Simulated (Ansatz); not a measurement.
Ge$_{32}$O: geometry relaxation (part 1 of 3)

System: Ge$_{32}$O (defect cell, 33 atoms in the cell).
Method: DFT PBE, scalar-relativistic, plane waves, PAW, no spin polarisation (Ansatz 0.2.0).

The structure derives from an entry of the Crystallography Open Database.

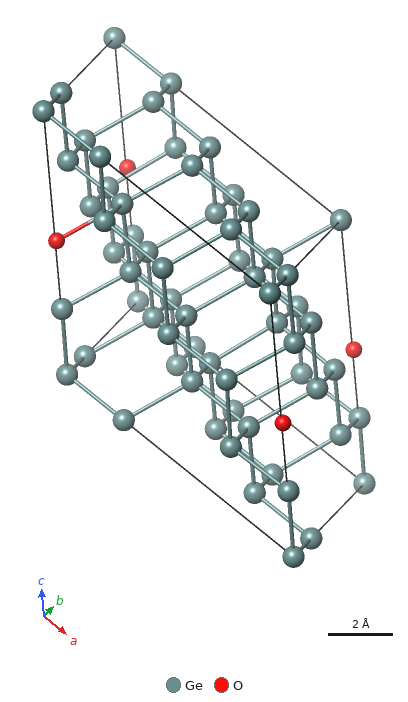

Fig. 1: The input geometry (ball-and-stick view of the cell of the calculation, seen slightly off an axis).

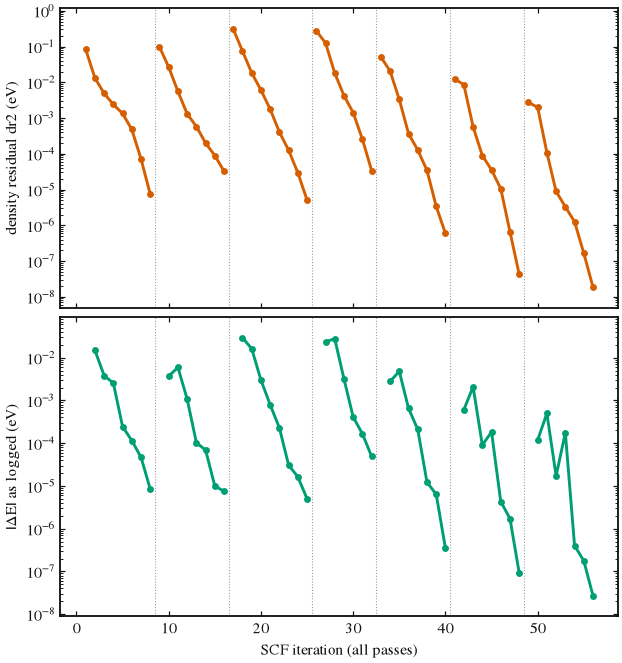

Fig. 2: Convergence of the self-consistent field: density residual dr2 and size of the energy change against the SCF iteration. The dotted lines part the SCF passes of the relaxation: geometry steps, rejected trials and re-solves on a re-selected basis. The 7 passes take 7 to 9 iterations each, 56 in all.

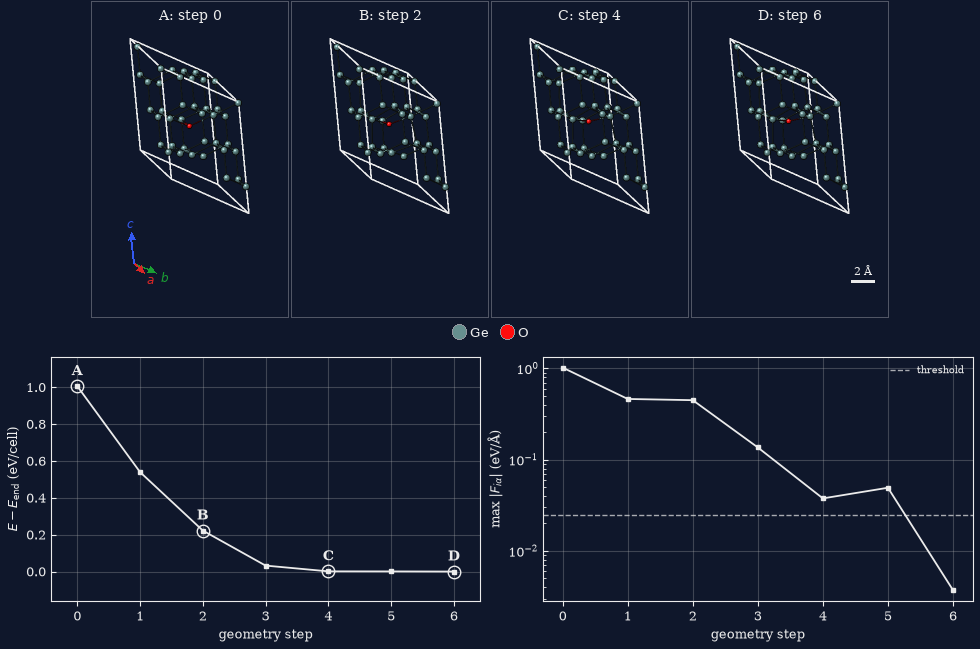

Fig. 3: Frames of the relaxation (ball-and-stick view of the cell of the calculation (origin shifted), seen slightly off an axis) above the curves, on which the letters mark them (the first geometry is step 0 here and step 1 in the log).

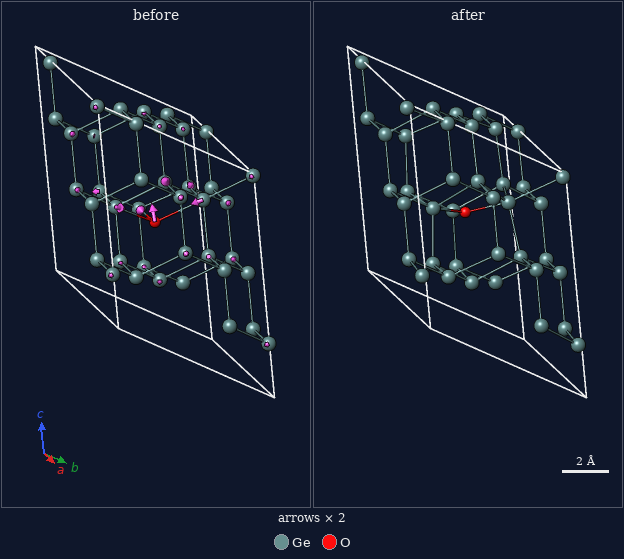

Fig. 4: Before (left) and after (right) the relaxation, at one scale (ball-and-stick view of the cell of the calculation (origin shifted), seen slightly off an axis). The pink arrows give the displacements, magnified 2 times. After 6 geometry steps the energy has fallen by 1.006 eV per cell of the calculation. The largest force component goes from 1 to 0.0037 eV/Å. The atom that moves furthest is O33 (0.45 Å). By element the largest moves are O 0.45 Å, Ge 0.32 Å. The cell doesn't change. Among the contacts that change: Ge18–O33 2.442 → 2.021 Å, Ge30–O33 2.432 → 2.021 Å, Ge28–O33 2.398 → 2.021 Å, Ge9–Ge28 2.527 → 2.723 Å. Among the angles that change: Ge28–Ge11–Ge30 110.0° → 87.6°, Ge18–Ge1–Ge28 108.9° → 87.6°, Ge18–Ge10–Ge30 106.5° → 87.6°. (Atoms are counted from 1 in the order of the input.)

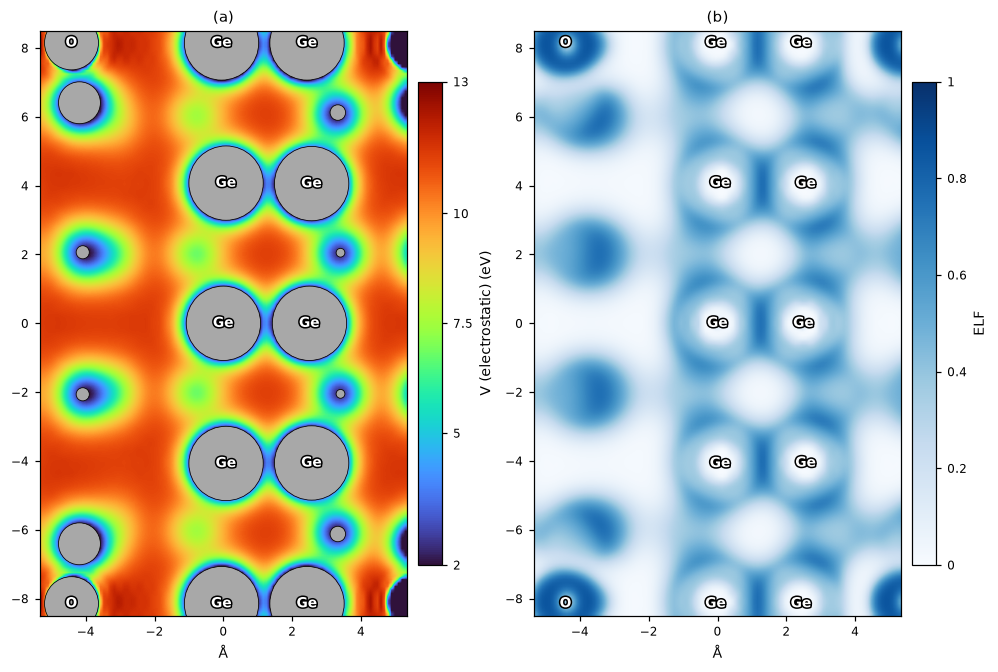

Fig. 5: (a) electrostatic potential energy of an electron; (b) electron localisation function on the (110) plane of the calculation cell. Grey discs, where drawn, cover atomic cores. The section cuts through Ge and O sites. Ge–Ge (2.48 Å): the ELF peaks at about 0.75 between the atoms (a covalent bond). Outside the cores the potential energy rises away from the atoms and is highest about 1.2 Å from the nearest atoms; outside the discs it spans about 10 eV, and its zero is arbitrary. Core electrons are frozen (PAW), so the fields are smoothed inside the atomic spheres.

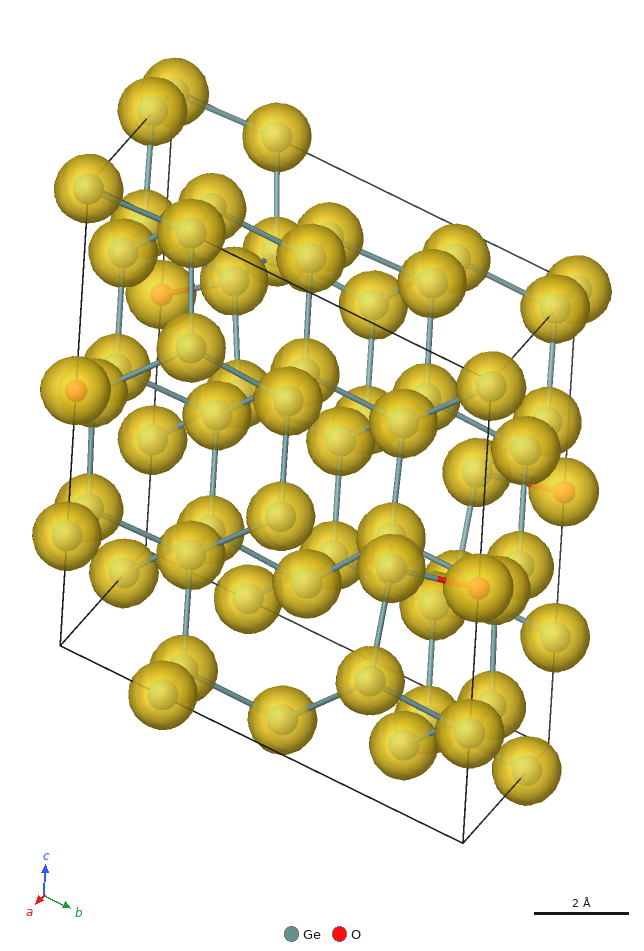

Fig. 6: Isosurface of the valence electron density at 1 e/Å³ (yellow), seen slightly off an axis. Sticks mark near contacts. The outline is the calculation cell. At this value the density breaks into separate islands; it holds about 70 % of the electrons treated as valence (semicore included). It is pinched off along the Ge–O (2.02 Å), Ge–Ge (2.45 Å) and Ge–Ge (2.50 Å) contacts. On the grid the lowest density along these lines, outside the cores, is 0.59 e/Å³ (Ge–O, 2.02 Å), 0.48 e/Å³ (Ge–Ge, 2.45 Å) and 0.47 e/Å³ (Ge–Ge, 2.50 Å).

These pictures come from the run below.

**Input**
```yaml
crystal:
  lattice:
    - [5.7610728662, -5.7610728662, -5.7610728662]
    - [-5.7610728662, 5.7610728662, -5.7610728662]
    - [5.7610728662, 5.7610728662, 5.7610728662]
  atoms:
    - { symbol: Ge, position: [0.0018784429, 0.2535212916, 0.7430704549] }
    - { symbol: Ge, position: [0.0, 0.0, 0.0] }
    - { symbol: Ge, position: [0.75, 0.5, 0.75] }
    - { symbol: Ge, position: [-0.0005906593, 0.7487204207, 0.2543261591] }
    - { symbol: Ge, position: [0.75, 0.25, 0.0] }
    - { symbol: Ge, position: [0.0, 0.5, 0.5] }
    - { symbol: Ge, position: [0.7479545594, 0.0009924022, 0.2428048494] }
    - { symbol: Ge, position: [0.5, 0.75, 0.75] }
    - { symbol: Ge, position: [0.5, 0.5, 0.0] }
    - { symbol: Ge, position: [0.7435301805, 0.7533195157, 0.5019270901] }
    - { symbol: Ge, position: [0.2421017278, 0.003539514, 0.7495993616] }
    - { symbol: Ge, position: [0.5, 0.25, 0.25] }
    - { symbol: Ge, position: [0.5, 0.0, 0.5] }
    - { symbol: Ge, position: [0.25, 0.75, 0.0] }
    - { symbol: Ge, position: [0.25, 0.5, 0.25] }
    - { symbol: Ge, position: [0.254999491, 0.2452751363, 0.498290286] }
    - { symbol: Ge, position: [0.75, 0.25, 0.25] }
    - { symbol: Ge, position: [0.7572192456, -0.0013677396, 0.5045371109] }
    - { symbol: Ge, position: [0.5, 0.5, 0.25] }
    - { symbol: Ge, position: [0.75, 0.75, 0.75] }
    - { symbol: Ge, position: [0.5, 0.25, 0.5] }
    - { symbol: Ge, position: [0.75, 0.5, 0.0] }
    - { symbol: Ge, position: [0.5, 0.0, 0.75] }
    - { symbol: Ge, position: [0.25, 0.75, 0.25] }
    - { symbol: Ge, position: [0.25, 0.5, 0.5] }
    - { symbol: Ge, position: [0.5, 0.75, 0.0] }
    - { symbol: Ge, position: [0.0036405422, 0.001101687, 0.2514320234] }
    - { symbol: Ge, position: [0.2437290273, 0.2486696729, 0.7478675643] }
    - { symbol: Ge, position: [0.25, 0.0, 0.0] }
    - { symbol: Ge, position: [-0.0033117951, 0.7526936264, 0.4984990982] }
    - { symbol: Ge, position: [0.0, 0.5, 0.75] }
    - { symbol: Ge, position: [0.0, 0.25, 0.0] }
    - { symbol: O, position: [0.0055470037, 0.0033019004, 0.5108814389] }
basis:
  ecutwfc: 420
  xc_grid: 2
kpoints:
  mp_grid: { grid: [3, 3, 3], shift: [0.0, 0.0, 0.0] }
hamiltonian:
  xc: pbe
scf:
  occupations: { method: gaussian, width: 0.1 }
output:
  forces: true
  stress: false
  eigenvalues: true
  write_density: true
  write_potential: true
  elf: true
  volumetric_format: npy
relax:
  adjacent_minimum: "off"
  f_tol: 0.025
  max_steps: 60
```

Run as:
```bash
ansatz run input.yaml --threads 8 --pin off --max-ram 22528MiB --backend cpu --events-out ev --progress --plain --runs-dir out
```

**What the program printed**
```
Engine: ansatz 0.2.0, aarch64-unknown-linux-gnu
Pseudopotentials: kind: paw
Pseudopotential: Ge, paw, valence charge 14, recommended cutoff 420 eV (normal), Ge.paw.azcp
Pseudopotential: O, paw, valence charge 6, recommended cutoff 420 eV (normal), O.paw.azcp
Functional definition: PBE
  parameter kappa = 0.804
  parameter beta = 0.06672455060314922
  exchange = pbe_x(kappa = kappa, mu = beta*pi^2/3)
  correlation = pbe_c(beta = beta)
Crystal: 33 atoms, lattice volume = 764.839 Å³
Basis set: ecut = 420 eV, 14915 PW (Γ), exchange–correlation on 144×144×144 points (8 copies of the dense FFT grid, shifted against one another)
Bands: 273, of which v1, the nominal top of the filled ones, is band 227 counted from 1 (226 counted from 0)
Symmetry: 1 space group operations
Space group: P1 (ITA 1), of the structure as read, at distance tolerance 9.1e-5 Å
k-points: 14 of 27 (time reversal used)
Non-local potential: Ge, projectors of the file, l = 0: 2, l = 1: 2, l = 2: 3, l = 3: 1
Non-local potential: O, projectors of the file, l = 0: 2, l = 1: 2, l = 2: 1
PAW form: soft (Blöchl's): semilocal exchange-correlation on the pseudo side does not see the compensation charge
PAW one-centre angular grid: Ge, 590 points (default); XC on 64 Gauss nodes
PAW one-centre angular grid: O, 110 points (default); XC on 64 Gauss nodes
Initial density: superposition of atomic densities (neutral atoms: chi_scale 0, normalization atom), corrected by the library's trained network
Initial wavefunctions: pseudopotential atomic-orbital guess
Functional: x = pbe(κ = 0.804, μ = 0.2195149727645171), c = pbe(β = 0.06672455060314922)
SCF iter   1: F=—  HF=-138003.053183 eV  |F-HF|=—  |Δ(HF+E_count)|=         —  Δρ=2.71e-3  dr2=8.31e-2  ethr=1.77e-3  ⟨swp⟩=5.8  Hψ=13420  notcnv=0  defer=38
preconditioner: auto → LDOS  [metal: Δε(μ)=0.050 eV  Ē_g=22.099 eV  σ=0.100 eV  W_gap=0.28  n_scr=200 (ndim 8)  ℏωp=28.6 eV  f_vac=0.090  D(μ)=12.08/eV (n_scr^D=54)  β→1.0]
SCF iter   2: F=—  HF=-138003.038328 eV  |F-HF|=—  |Δ(HF+E_count)|=   1.49e-2  Δρ=1.43e-3  dr2=1.32e-2  ethr=1.83e-5  ⟨swp⟩=2.0  Hψ=7579  notcnv=0  defer=81
SCF iter   3: F=—  HF=-138003.034497 eV  |F-HF|=—  |Δ(HF+E_count)|=   3.83e-3  Δρ=7.90e-4  dr2=4.89e-3  ethr=2.90e-6  ⟨swp⟩=2.0  Hψ=6459  notcnv=0  defer=81
SCF iter   4: F=—  HF=-138003.031957 eV  |F-HF|=—  |Δ(HF+E_count)|=   2.54e-3  Δρ=4.70e-4  dr2=2.39e-3  ethr=1.08e-6  ⟨swp⟩=2.0  Hψ=6435  notcnv=0  defer=81
SCF iter   5: F=—  HF=-138003.031713 eV  |F-HF|=—  |Δ(HF+E_count)|=   2.44e-4  Δρ=3.01e-4  dr2=1.34e-3  ethr=5.26e-7  ⟨swp⟩=2.0  Hψ=4217  notcnv=0  defer=81
SCF iter   6: F=—  HF=-138003.031598 eV  |F-HF|=—  |Δ(HF+E_count)|=   1.15e-4  Δρ=1.94e-4  dr2=4.78e-4  ethr=2.95e-7  ⟨swp⟩=2.1  Hψ=3920  notcnv=0  defer=81
SCF iter   7: F=—  HF=-138003.031551 eV  |F-HF|=—  |Δ(HF+E_count)|=   4.67e-5  Δρ=7.21e-5  dr2=7.18e-5  ethr=1.05e-7  ⟨swp⟩=2.0  Hψ=4218  notcnv=0  defer=81
SCF iter   8: F=-138003.031537 eV  HF=-138003.031543 eV  |F-HF|=5.88e-6  |Δ(HF+E_count)|=   8.43e-6  Δρ=2.54e-5  dr2=7.38e-6  ethr=3.44e-9  ⟨swp⟩=12.4  Hψ=30769  notcnv=0
SCF 1 converged in 8 iterations: F = -138003.031537 eV  dr2 = 7.38e-6
  greatest PAW one-centre occupation: 0.998 electrons in one spin orbital (limit 2), on the Ge atom at site 27 (counted from 0), in its partial waves of l = 2
relax step   1: F+E_penalty+E_count = -138003.03153681 eV  Δ(F+E_penalty+E_count) = +0.000e0 eV  max|allowed force component| = 1.020e0 eV/Å  Δτ_max = 0.0000 Å  (8 SCF iters, dr2 threshold 1.56e-5 eV, accepted)
Initial density: handed on by an earlier stage of this run
Initial wavefunctions: those handed on with the density
iter 1 solved again at ethr=2.21e-5 eV; its pass at ethr=3.10e-3 eV (dr2=1.00e-1 eV) is discarded
SCF iter   1: F=—  HF=-138003.508721 eV  |F-HF|=—  |Δ(HF+E_count)|=         —  Δρ=4.65e-3  dr2=9.77e-2  ethr=2.21e-5  ⟨swp⟩=2.0  Hψ=11638  notcnv=0  defer=548
preconditioner: auto → LDOS  [metal: Δε(μ)=0.033 eV  Ē_g=22.132 eV  σ=0.100 eV  W_gap=0.19  n_scr=200 (ndim 8)  ℏωp=28.6 eV  f_vac=0.079  D(μ)=12.02/eV (n_scr^D=54)  β→1.0]
SCF iter   2: F=—  HF=-138003.505026 eV  |F-HF|=—  |Δ(HF+E_count)|=   3.69e-3  Δρ=1.39e-3  dr2=2.65e-2  ethr=2.15e-5  ⟨swp⟩=2.1  Hψ=6233  notcnv=0  defer=548
SCF iter   3: F=—  HF=-138003.499093 eV  |F-HF|=—  |Δ(HF+E_count)|=   5.93e-3  Δρ=5.69e-4  dr2=5.53e-3  ethr=5.84e-6  ⟨swp⟩=2.0  Hψ=6462  notcnv=0  defer=548
SCF iter   4: F=—  HF=-138003.498009 eV  |F-HF|=—  |Δ(HF+E_count)|=   1.08e-3  Δρ=2.99e-4  dr2=1.31e-3  ethr=1.22e-6  ⟨swp⟩=2.3  Hψ=5138  notcnv=0  defer=548
SCF iter   5: F=—  HF=-138003.497906 eV  |F-HF|=—  |Δ(HF+E_count)|=   1.03e-4  Δρ=2.03e-4  dr2=5.79e-4  ethr=2.88e-7  ⟨swp⟩=2.0  Hψ=4135  notcnv=0  defer=548
SCF iter   6: F=—  HF=-138003.497837 eV  |F-HF|=—  |Δ(HF+E_count)|=   6.87e-5  Δρ=1.26e-4  dr2=2.00e-4  ethr=1.27e-7  ⟨swp⟩=2.1  Hψ=4192  notcnv=0  defer=548
SCF iter   7: F=—  HF=-138003.497827 eV  |F-HF|=—  |Δ(HF+E_count)|=   9.95e-6  Δρ=8.33e-5  dr2=8.93e-5  ethr=4.41e-8  ⟨swp⟩=2.3  Hψ=4454  notcnv=0  defer=548
SCF iter   8: F=-138003.497789 eV  HF=-138003.497819 eV  |F-HF|=3.04e-5  |Δ(HF+E_count)|=   7.49e-6  Δρ=4.70e-5  dr2=3.26e-5  ethr=1.43e-8  ⟨swp⟩=14.5  Hψ=37056  notcnv=0
SCF 2 converged in 8 iterations: F = -138003.497789 eV  dr2 = 3.26e-5
[... from here on the iterations of each SCF are left out, up to the last one ...]
relax step   2: F+E_penalty+E_count = -138003.49778899 eV  Δ(F+E_penalty+E_count) = -4.663e-1 eV  max|allowed force component| = 4.626e-1 eV/Å  Δτ_max = 0.1163 Å  (8 SCF iters, dr2 threshold 6.50e-5 eV, accepted)
preconditioner: auto → LDOS  [metal: Δε(μ)=0.039 eV  Ē_g=22.149 eV  σ=0.100 eV  W_gap=0.21  n_scr=200 (ndim 8)  ℏωp=28.6 eV  f_vac=0.080  D(μ)=10.24/eV (n_scr^D=54)  β→1.0]
SCF 3 converged in 9 iterations: F = -138003.815038 eV  dr2 = 5.09e-6
relax step   3: F+E_penalty+E_count = -138003.81503786 eV  Δ(F+E_penalty+E_count) = -3.172e-1 eV  max|allowed force component| = 4.486e-1 eV/Å  Δτ_max = 0.1906 Å  (9 SCF iters, dr2 threshold 1.34e-5 eV, accepted)
preconditioner: auto → LDOS  [metal: Δε(μ)=0.053 eV  Ē_g=22.155 eV  σ=0.100 eV  W_gap=0.29  n_scr=200 (ndim 8)  ℏωp=28.6 eV  f_vac=0.078  D(μ)=7.91/eV (n_scr^D=42)  β→1.0]
SCF 4 converged in 7 iterations: F = -138004.005152 eV  dr2 = 3.40e-5
relax step   4: F+E_penalty+E_count = -138004.00515157 eV  Δ(F+E_penalty+E_count) = -1.901e-1 eV  max|allowed force component| = 1.362e-1 eV/Å  Δτ_max = 0.2000 Å  (7 SCF iters, dr2 threshold 4.14e-5 eV, accepted)
preconditioner: auto → LDOS  [metal: Δε(μ)=0.064 eV  Ē_g=22.164 eV  σ=0.100 eV  W_gap=0.34  n_scr=200 (ndim 8)  ℏωp=28.6 eV  f_vac=0.078  D(μ)=7.59/eV (n_scr^D=42)  β→1.0]
SCF 5 converged in 8 iterations: F = -138004.036391 eV  dr2 = 5.92e-7
relax step   5: F+E_penalty+E_count = -138004.03639137 eV  Δ(F+E_penalty+E_count) = -3.124e-2 eV  max|allowed force component| = 3.767e-2 eV/Å  Δτ_max = 0.0881 Å  (8 SCF iters, dr2 threshold 1.71e-6 eV, accepted)
preconditioner: auto → LDOS  [metal: Δε(μ)=0.062 eV  Ē_g=22.153 eV  σ=0.100 eV  W_gap=0.33  n_scr=200 (ndim 8)  ℏωp=28.6 eV  f_vac=0.078  D(μ)=7.49/eV (n_scr^D=18)  β→1.0]
SCF 6 converged in 8 iterations: F = -138004.036748 eV  dr2 = 4.26e-8
relax step   6: F+E_penalty+E_count = -138004.03674782 eV  Δ(F+E_penalty+E_count) = -3.564e-4 eV  max|allowed force component| = 4.928e-2 eV/Å  Δτ_max = 0.0461 Å  (8 SCF iters, accepted)
```
